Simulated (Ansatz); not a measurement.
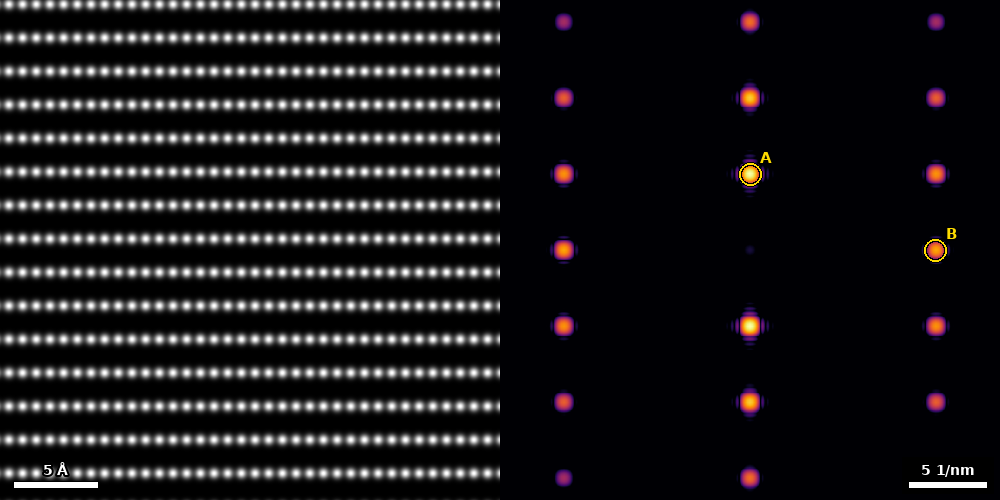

Z-contrast image of a crystal. Simulation: incoherent imaging, intensity Z^1.7 per atom, probe width 0.50 Å, thin sample.

The right panel is the modulus of the image's Fourier transform on a logarithmic scale.

### Which lattice spacings do the marked spots stand for, and what angle do A and B enclose?

A: 2.0 Å, B: 0.8 Å; A and B enclose about 90°.

The crystal is Cu (Im-3m, No. 229) along [211]; the spots are (0 1 -1) and (2 -2 -2). Structure: the input geometry of a calculation; the starting structure was generated, so it need not be a known form of this composition.
